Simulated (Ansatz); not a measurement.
# Al$_{12}$O: one change and its effect

System: Al$_{12}$O (slab, 13 atoms in the cell).
Method of the first run: DFT PBE, scalar-relativistic, plane waves, PAW, spin-polarised (Ansatz 0.2.0).

The structure derives from an entry of the Crystallography Open Database. Text and figures count atoms from 1; the logs count them from 0 in places.

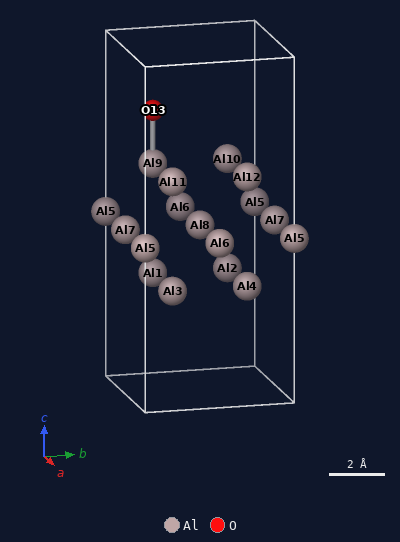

Fig. 1: The input geometry (ball-and-stick view of the cell of the calculation, with the vacuum cut short, seen slightly off an axis; atoms are numbered from 1 in the order of the input).

The input, the first run:
```yaml
crystal:
  lattice:
    - [5.7143028096, 0.0, 0.0]
    - [0.0, 5.7143028096, 0.0]
    - [0.0, 0.0, 21.1750228481]
  atoms:
    - { symbol: Al, position: [0.25, 0.25, 0.1889018033] }
    - { symbol: Al, position: [0.25, 0.75, 0.1889018033] }
    - { symbol: Al, position: [0.75, 0.25, 0.1889018033] }
    - { symbol: Al, position: [0.75, 0.75, 0.1889018033] }
    - { symbol: Al, position: [0.0, 0.0, 0.2873686073] }
    - { symbol: Al, position: [0.0, 0.5, 0.2873686073] }
    - { symbol: Al, position: [0.5, 0.0, 0.2873686073] }
    - { symbol: Al, position: [0.5, 0.5, 0.2873686073] }
    - { symbol: Al, position: [0.25, 0.25, 0.3860691394] }
    - { symbol: Al, position: [0.25, 0.75, 0.3860691394] }
    - { symbol: Al, position: [0.75, 0.25, 0.3860691394] }
    - { symbol: Al, position: [0.75, 0.75, 0.3860691394] }
    - { symbol: O, position: [0.25, 0.25, 0.4819368046], spin: 2.0 }
basis:
  ecutwfc: 420
kpoints:
  mp_grid: { grid: [5, 5, 1] }
hamiltonian:
  xc: pbe
scf:
  occupations: { method: gaussian, width: 0.1 }
output:
  forces: true
  eigenvalues: true
  populations: true
magnetization:
  spin_polarized: true
efield:
  axis: 3
  dipole_correction: true
  ramp_width: 0.04
```

Command:
```bash
ansatz run input.yaml --threads 4 --pin off --max-ram 12288MiB --backend cpu --events-out ev --progress --plain --runs-dir out
```

Hardware: 4 threads of Arm Neoverse V1, 24 GiB of memory available, shared host.

Output, shortened to warnings, some set-up lines, iterations and results (the first run):
```
Basis set: ecut = 420 eV, 13611 PW (Γ), exchange–correlation on 80×80×288 points (8 copies of the dense FFT grid, shifted against one another)
Symmetry: 8 space group operations
k-points: 6 of 25
Initial density: superposition of atomic densities (neutral atoms: chi_scale 0, normalization atom)
[...]
SCF iter   1: F=—  HF=-7014.456485 eV  |F-HF|=—  |Δ(HF+E_count)|=         —  Δρ=3.76e-2 (↑8.03e-3 ↓3.76e-2)  dr2=2.25e1  dr2_m=2.49e0  M=0.210 μB ∫|m|=0.527 μB  β_m=0.30  …
SCF iter   2: F=—  HF=-7012.527320 eV  |F-HF|=—  |Δ(HF+E_count)|=    1.93e0  Δρ=2.19e-2 (↑6.21e-3 ↓2.19e-2)  dr2=9.60e0  dr2_m=9.29e-1  M=0.317 μB ∫|m|=0.619 μB  β_m=0.30  …
SCF iter   3: F=—  HF=-7012.996215 eV  |F-HF|=—  |Δ(HF+E_count)|=   4.69e-1  Δρ=2.69e-2 (↑1.97e-2 ↓2.69e-2)  dr2=3.69e1  dr2_m=1.03e-1  M=1.463 μB ∫|m|=1.705 μB  β_m=1.00  …
SCF iter   4: F=—  HF=-7012.206699 eV  |F-HF|=—  |Δ(HF+E_count)|=   7.90e-1  Δρ=1.94e-2 (↑1.47e-2 ↓1.94e-2)  dr2=1.83e1  dr2_m=4.46e-2  M=1.396 μB ∫|m|=1.945 μB  β_m=1.00  …
SCF iter   5: F=—  HF=-7011.361334 eV  |F-HF|=—  |Δ(HF+E_count)|=   8.45e-1  Δρ=1.51e-2 (↑6.79e-3 ↓1.51e-2)  dr2=2.11e0  dr2_m=7.24e-1  M=0.579 μB ∫|m|=0.933 μB  β_m=0.30  …
[... 12 lines ...]
SCF iter  18: F=—  HF=-7011.520644 eV  |F-HF|=—  |Δ(HF+E_count)|=   2.59e-6  Δρ=4.66e-6 (↑4.66e-6 ↓4.22e-6)  dr2=8.37e-7  dr2_m=5.10e-8  M=0.783 μB ∫|m|=0.882 μB  β_m=0.88  …
SCF iter  19: F=—  HF=-7011.520644 eV  |F-HF|=—  |Δ(HF+E_count)|=   3.53e-7  Δρ=1.01e-6 (↑1.01e-6 ↓9.95e-7)  dr2=4.45e-8  dr2_m=4.40e-9  M=0.784 μB ∫|m|=0.883 μB  β_m=0.94  …
SCF iter  20: F=—  HF=-7011.520645 eV  |F-HF|=—  |Δ(HF+E_count)|=   5.87e-8  Δρ=4.79e-7 (↑4.21e-7 ↓4.79e-7)  dr2=4.88e-9  dr2_m=1.00e-9  M=0.784 μB ∫|m|=0.883 μB  β_m=0.96  …
SCF iter  21: F=-7011.520645 eV  HF=-7011.520645 eV  |F-HF|=1.48e-9  |Δ(HF+E_count)|=   1.40e-8  Δρ=2.33e-7 (↑2.01e-7 ↓2.33e-7)  dr2=6.35e-10  dr2_m=2.50e-10  M=0.784 μB …
SCF 1 converged in 21 iterations: F = -7011.520645 eV  dr2 = 6.35e-10
SCF converged after 21 iterations
Magnetization: 0.7842 μB (21.3921 up, 20.6079 down)
Absolute magnetization: 0.8848 μB (∫|ρ↑−ρ↓|, with the PAW one-centre terms)
Spin contamination: 0.0517 ħ² per cell (⟨S²⟩ above its minimum at these occupations)
Per-site moments (μB) at R_I (Å): [(0.03558377048503277, 1.17857495448), (0.006327681204594136, 1.17857495448), (0.006327681204594122, 1.17857495448), (0.032709783297313486, 1.17857495448), (0.010478954773076029, 1.1785749544800002), (0.010478954773076069, 1.1785749544800002), (0.01047895477307606, …
Free energy (F): -7011.520645 eV
Harris-Foulkes:  -7011.520645 eV  (|F-HF|=1.48e-9)
Internal energy: -7011.483942 eV  (E = F + TS)
E sigma→0 (E₀):  -7011.502293 eV
Entropy (-TS):   -0.036703 eV (-2.823 meV/atom)
Fermi energy:    -1.584335 eV
Dipole field:    D = -0.114266 V/Å  (p = -0.436621 e·Å, saw-weighted, corrected)
Work function:   Φ+ = 6.8141 eV   Φ− = 4.3945 eV
Levels:          The Fermi level and band energies are counted from a zero that moves with the ramp; work functions are not
--- Per-component energies (eV) ---
  E_band       = -239.873106
  E_kinetic    = 417.470835
  E_local      = -7548.456631  (includes V_loc(G=0)·N_el)
  E_nonlocal   = 174.088469
  E_hartree    = 3608.590960
  E_xc         = -535.655815
  E_vxc        = -421.414289  (∫ρ·V_xc dr)
  E_paw        = -5763.228402  (= ΣΔE_a)
  E_vpaw       = -76.744167  (= ΣTr[D̂ρ^β])
  E_aug_tail   = 0.002230  (compensation charges beyond the density's cutoff)
  E_efield     = 0.024945  (sawtooth field / dipole correction)
  E_vefield    = -2.001709  (∫n·V_field dr)
  E_ewald      = 2635.679466
  E_smearing   = -0.036703  (= −TS)
  E_closure    = -0.000000  (closes the sum)
  Σ components = -7011.520645   (vs F -7011.520645, Δ=0.00e0)
--- Forces (eV/Å), atoms counted from 1 ---
  atom   1  Al     0.00000000    -0.00000000     0.11144385
  atom   2  Al     0.00000000     0.00000000     0.07586387
  atom   3  Al     0.00000000    -0.00000000     0.07586387
  atom   4  Al    -0.00000000     0.00000000    -0.02043743
  atom   5  Al     0.03194057     0.03194057     0.04969290
  atom   6  Al     0.03194057    -0.03194057     0.04969290
  atom   7  Al    -0.03194057     0.03194057     0.04969290
  atom   8  Al    -0.03194057    -0.03194057     0.04969290
  atom   9  Al     0.00000000     0.00000000     3.37661949
  atom  10  Al     0.00000000     0.00000000     0.20274617
  atom  11  Al     0.00000000    -0.00000000     0.20274617
[...]
```

For the second run the input was changed thus:
```diff
-    - { symbol: O, position: [0.25, 0.25, 0.4819368046], spin: 2.0 }
+    - { symbol: O, position: [0.3333333333, 0.3333333333, 0.5008269849], spin: 2.0 }
```

How does the second run compare with the first run?

With the same functional and potentials, the second run lies 126.1 meV per atom higher. The net moment of the cell goes from 0.78 to 1.06 μB. The largest force goes from 4.279 to 2.703 eV/Å. The work function goes from 6.81 to 6.75 eV. The SCF takes 50 iterations against 21. The irreducible k-points go from 6 to 9. On the same kind of shared host the second run took about 4.7 times as long.

Output, shortened to warnings, some set-up lines, iterations and results (the second run):
```
Basis set: ecut = 420 eV, 13611 PW (Γ), exchange–correlation on 80×80×288 points (8 copies of the dense FFT grid, shifted against one another)
Symmetry: 2 space group operations
k-points: 9 of 25 (time reversal used)
Initial density: superposition of atomic densities (neutral atoms: chi_scale 0, normalization atom)
[...]
SCF iter   1: F=—  HF=-7012.854954 eV  |F-HF|=—  |Δ(HF+E_count)|=         —  Δρ=3.89e-2 (↑7.52e-3 ↓3.89e-2)  dr2=2.79e1  dr2_m=2.43e0  M=0.208 μB ∫|m|=0.528 μB  β_m=0.30  …
SCF iter   2: F=—  HF=-7010.724639 eV  |F-HF|=—  |Δ(HF+E_count)|=    2.13e0  Δρ=1.96e-2 (↑5.68e-3 ↓1.96e-2)  dr2=1.01e1  dr2_m=5.75e-1  M=0.490 μB ∫|m|=0.789 μB  β_m=0.30  …
SCF iter   3: F=—  HF=-7011.353718 eV  |F-HF|=—  |Δ(HF+E_count)|=   6.29e-1  Δρ=3.12e-2 (↑1.30e-2 ↓3.12e-2)  dr2=3.59e1  dr2_m=5.69e-1  M=2.159 μB ∫|m|=2.293 μB  β_m=1.00  …
SCF iter   4: F=—  HF=-7011.351937 eV  |F-HF|=—  |Δ(HF+E_count)|=   1.78e-3  Δρ=2.35e-2 (↑1.46e-2 ↓2.35e-2)  dr2=2.83e1  dr2_m=1.39e-1  M=2.555 μB ∫|m|=2.729 μB  β_m=1.00  …
SCF iter   5: F=—  HF=-7011.107947 eV  |F-HF|=—  |Δ(HF+E_count)|=   2.44e-1  Δρ=1.90e-2 (↑1.71e-2 ↓1.90e-2)  dr2=2.35e1  dr2_m=8.04e-3  M=2.636 μB ∫|m|=2.819 μB  β_m=1.00  …
[... 41 lines ...]
SCF iter  47: F=—  HF=-7009.881230 eV  |F-HF|=—  |Δ(HF+E_count)|=   5.97e-7  Δρ=3.39e-6 (↑3.39e-6 ↓2.07e-6)  dr2=9.79e-8  dr2_m=3.65e-8  M=1.062 μB ∫|m|=1.421 μB  …
SCF iter  48: F=—  HF=-7009.881231 eV  |F-HF|=—  |Δ(HF+E_count)|=   1.80e-7  Δρ=2.09e-6 (↑1.79e-6 ↓2.09e-6)  dr2=6.56e-8  dr2_m=5.29e-9  M=1.062 μB ∫|m|=1.421 μB  …
SCF iter  49: F=-7009.881231 eV  HF=-7009.881231 eV  |F-HF|=7.32e-9  |Δ(HF+E_count)|=   1.54e-9  Δρ=9.39e-7 (↑3.10e-7 ↓9.39e-7)  dr2=1.09e-8  dr2_m=1.71e-9  M=1.062 μB …
SCF iter  50: F=-7009.881231 eV  HF=-7009.881231 eV  |F-HF|=7.34e-9  |Δ(HF+E_count)|=  2.73e-12  Δρ=9.39e-7 (↑3.10e-7 ↓9.39e-7)  dr2=1.09e-8  dr2_m=1.71e-9  M=1.062 μB …
SCF 1 converged in 50 iterations: F = -7009.881231 eV  dr2 = 1.09e-8
at 15 of the mixer's solves, the last at iteration 43, it left a direction of its history that read negative out of its fit and stepped the other way along it
SCF converged after 50 iterations
Magnetization: 1.0620 μB (21.5310 up, 20.4690 down)
Absolute magnetization: 1.4234 μB (∫|ρ↑−ρ↓|, with the PAW one-centre terms)
Spin contamination: 0.1946 ħ² per cell (⟨S²⟩ above its minimum at these occupations)
Per-site moments (μB) at R_I (Å): [(0.006542103215157476, 1.17857495448), (-0.006443267823561387, 1.17857495448), (-0.006443267823561357, 1.17857495448), (0.009952195789511195, 1.17857495448), (0.0037496775387159966, 1.1785749544800002), (-0.00291443941227458, 1.1785749544800002), …
Free energy (F): -7009.881231 eV
Harris-Foulkes:  -7009.881231 eV  (|F-HF|=7.34e-9)
Internal energy: -7009.857642 eV  (E = F + TS)
E sigma→0 (E₀):  -7009.869436 eV
Entropy (-TS):   -0.023589 eV (-1.815 meV/atom)
Fermi energy:    -1.542981 eV
Dipole field:    D = -0.110750 V/Å  (p = -0.423187 e·Å, saw-weighted, corrected)
Work function:   Φ+ = 6.7473 eV   Φ− = 4.4021 eV
Levels:          The Fermi level and band energies are counted from a zero that moves with the ramp; work functions are not
--- Per-component energies (eV) ---
  E_band       = -240.122342
  E_kinetic    = 415.148502
  E_local      = -7253.990669  (includes V_loc(G=0)·N_el)
  E_nonlocal   = 175.172271
  E_hartree    = 3461.440550
  E_xc         = -534.486612
  E_vxc        = -419.796446  (∫ρ·V_xc dr)
  E_paw        = -5763.340005  (= ΣΔE_a)
  E_vpaw       = -76.937157  (= ΣTr[D̂ρ^β])
  E_aug_tail   = 0.002210  (compensation charges beyond the density's cutoff)
  E_efield     = 0.023434  (sawtooth field / dipole correction)
  E_vefield    = -2.606107  (∫n·V_field dr)
  E_ewald      = 2490.172678
  E_smearing   = -0.023589  (= −TS)
  E_closure    = -0.000000  (closes the sum)
  Σ components = -7009.881231   (vs F -7009.881231, Δ=0.00e0)
--- Forces (eV/Å), atoms counted from 1 ---
  atom   1  Al     0.01494256     0.01494256     0.10372099
  atom   2  Al     0.00647222    -0.02362573     0.05197687
  atom   3  Al    -0.02362573     0.00647222     0.05197687
  atom   4  Al    -0.01053792    -0.01053792    -0.06541336
  atom   5  Al    -0.02863179    -0.02863179    -0.00172171
  atom   6  Al     0.02323372     0.02913053     0.03417872
  atom   7  Al     0.02913053     0.02323372     0.03417872
  atom   8  Al    -0.01341870    -0.01341870     0.08205745
[...]
```

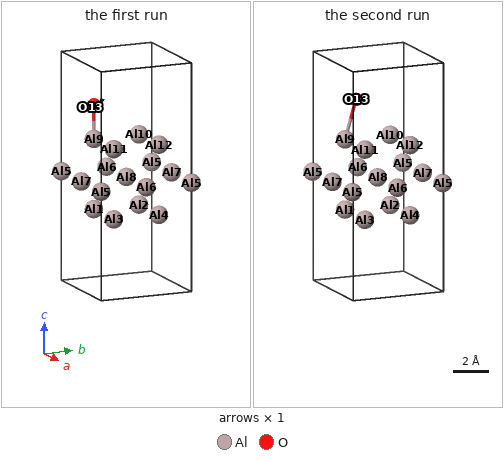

Fig. 2: The two input geometries at one scale (ball-and-stick view of the cell of the calculation, with the vacuum cut short, seen slightly off an axis). The black arrows on the first give the shifts of the atoms relative to the cell, at true length. O13 moves most: 0.78 Å. Al stays in place. The lattice vectors keep their values. Among the contacts that change: Al9–O13 2.030 → 2.522 Å.

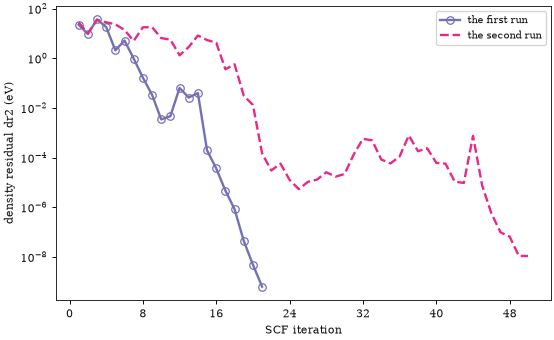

Fig. 3: Convergence of the two runs: density residual dr2 against the SCF iteration. The first run takes 21 iterations in all, and the second run takes 50.

The two runs side by side:

```csv
quantity,the first run,the second run
outcome,converged,converged
free energy per atom (eV),−539.3477,−539.2216
"energy per atom, smearing taken to zero (eV)",−539.3463,−539.2207
gap on the mesh (eV),0.00,0.00
net moment of the cell (μB),0.78,1.06
absolute moment of the cell (μB),0.88,1.42
work function (eV),6.81,6.75
largest force (eV/Å),4.279,2.703
SCF iterations,21,50
irreducible k-points,6,9
plane waves at Γ,13611,13611
wall time (shared host),15 s,71 s
```

For the second run: Warnings: the state was not tested for a lower one.
